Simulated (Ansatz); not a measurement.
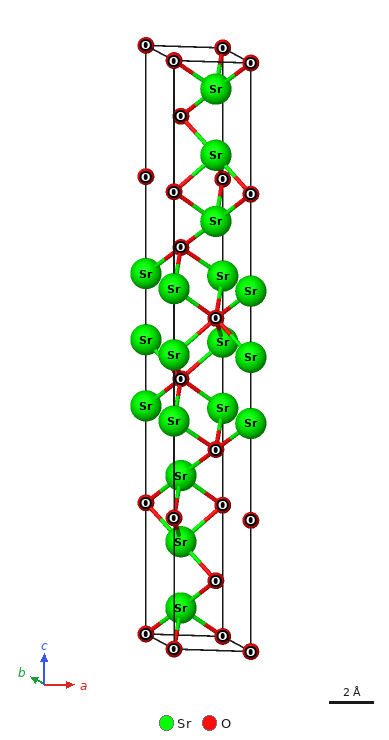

View slightly off an axis, drawn as a ball-and-stick model. The edges of the conventional unit cell are marked. Cell: a = 3.61 Å, b = 3.61 Å, c = 27.98 Å, α = 90.00°, β = 90.00°, γ = 120.00°.

It goes back to a structure type filled with these elements by a generator (whether the compound takes this form wasn't checked). Earlier steps of the study may have refined or changed the cell and positions. An electronic-structure calculation with Ansatz was run on it.

> What can be read from this drawing?

The stoichiometry is SrO. The structure has R-3m (No. 166) symmetry and a rhombohedral (trigonal R) lattice. One cell contains 9 Sr, 9 O, 18 atoms in all. The neighbours of Sr are six O in an octahedral arrangement at about 2.6 Å. Every O atom has six Sr at about 2.6 Å as neighbours. The bonds build a three-dimensional framework.

Method used: Ansatz 0.2.0, DFT PBEsol, scalar-relativistic, plane waves, PAW. It ran with a kinetic-energy cutoff of 420 eV, k-points about 0.34 Å⁻¹ apart, Gaussian smearing of 0.02 eV, no spin polarisation.

> Predict the gap.

An insulator at this level, with a gap of 3.40 eV, indirect.

> What are the atomic charges by Bader's partition?

Sr +1.48 e; O -1.48 e.

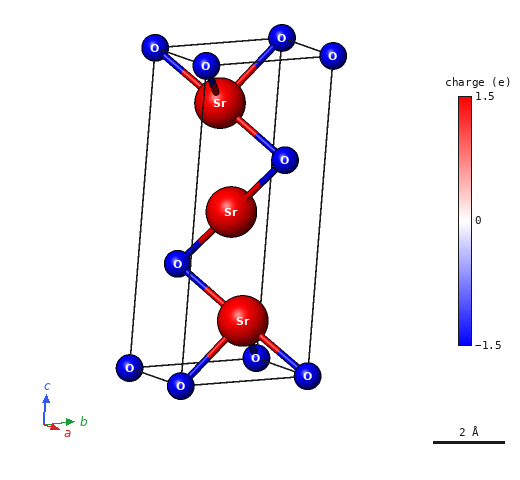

The atoms coloured by those charges. The run's cell of 6 atoms is drawn in a reduced setting, so axes and origin can differ from the first picture.

> Can this geometry be taken as optimised?

No. The largest force is 0.01 eV/Å. The pressure is -3.6 GPa, so the cell would contract.
